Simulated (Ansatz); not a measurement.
Start from this file.

```cif
data_structure
_symmetry_space_group_name_H-M 'P 1'
_symmetry_Int_Tables_number 1
_cell_length_a 2.9465
_cell_length_b 3.3921
_cell_length_c 8.3647
_cell_angle_alpha 90.000
_cell_angle_beta 90.000
_cell_angle_gamma 90.000
_cell_volume 83.60
loop_
_atom_site_label
_atom_site_type_symbol
_atom_site_fract_x
_atom_site_fract_y
_atom_site_fract_z
_atom_site_occupancy
Ti1 Ti 0.00000 0.00000 0.00000 1
Si1 Si 0.50000 0.50000 0.82880 1
Si2 Si 0.00000 0.00000 0.67120 1
Ti2 Ti 0.50000 0.50000 0.50000 1
Si3 Si 0.00000 0.00000 0.32880 1
Si4 Si 0.50000 0.50000 0.17120 1
```

### Say what kind of structure these coordinates give.

Formula: TiSi2. Its lattice is body-centred orthorhombic, its space group Immm (No. 71). The cell comprises 2 formula units: 2 Ti, 4 Si. Ti bonds to ten Si at 2.66 to 2.75 Å. Not all metal-metal contacts are counted. The bonds build a three-dimensional framework.

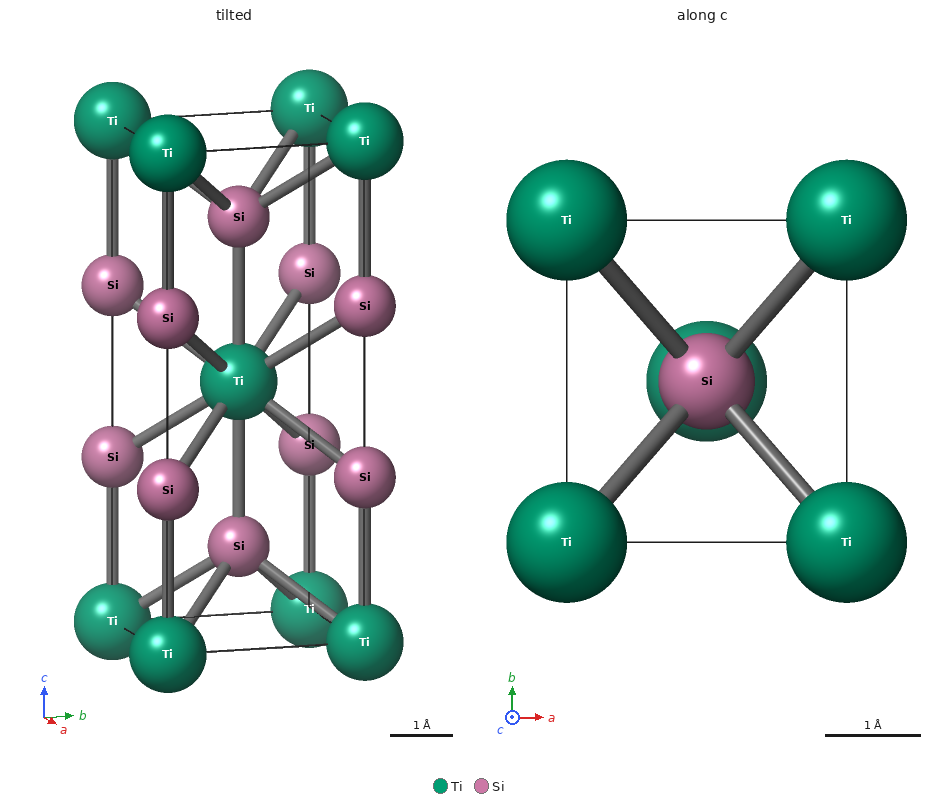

Ball-and-stick drawing of the structure, looking slightly off an axis and along the c axis. The lines enclose the conventional unit cell; boundary atoms appear with their images.

The initial geometry was a structure listed in the Materials Project. Earlier steps of the study may have refined or changed the cell and positions. It was run through Ansatz as a DFT input.
